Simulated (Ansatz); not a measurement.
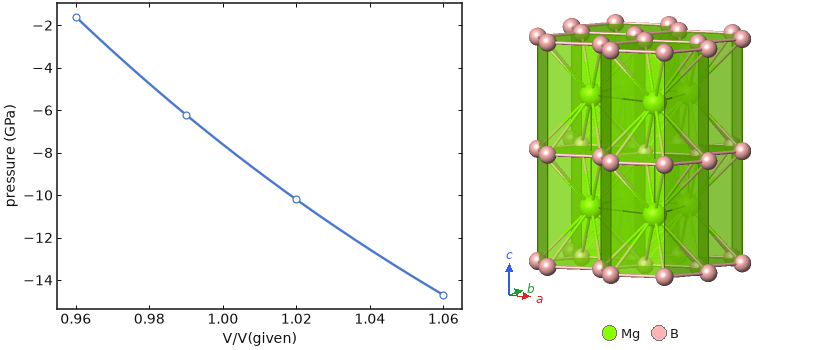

The figure shows the pressure against V/V(given) for MgB₂, space group P6/mmm (No. 191). The conventional cell is drawn beside the plot.

The given structure:
```
Mg B
1.0
     3.08500    0.00000    0.00000
    -1.54250    2.67170    0.00000
     0.00000    0.00000    3.52300
Mg B
1 2
Direct
  0.00000 0.00000 0.00000
  0.33333 0.66667 0.50000
  0.66667 0.33333 0.50000
```

Method: periodic Kohn-Sham DFT of a crystal at fixed atoms, scaled to the stated factor times the given cell; pressure positive in compression (Ansatz 0.2.0). Level: LDA.

- method: all-electron PAW
- relativity: scalar
- k mesh: 15×15×12
- occupations: Fermi–Dirac
- smearing width: 0.05 eV
- nucleus: Gaussian

V(given) is 9.68 Å³/atom.

From this curve and the settings, what does the calculation give for the largest field gradient Vzz at the same points?

The largest field gradient Vzz falls from 1.768 1e21 V/m² at V/V(given) 0.96 to 1.730 1e21 V/m² at 1.06.

```tsv
V/V(given)	largest field gradient Vzz (1e21 V/m²)
0.96	1.768
0.99	1.757
1.02	1.745
1.06	1.730
```

Keep in mind: no gap: field gradients move with the k mesh; the volumes run don't bracket the minimum of the energy, so any equilibrium value is extrapolated; shape and atomic fractions are frozen while scaling, which makes layered, chain and framework solids too stiff.
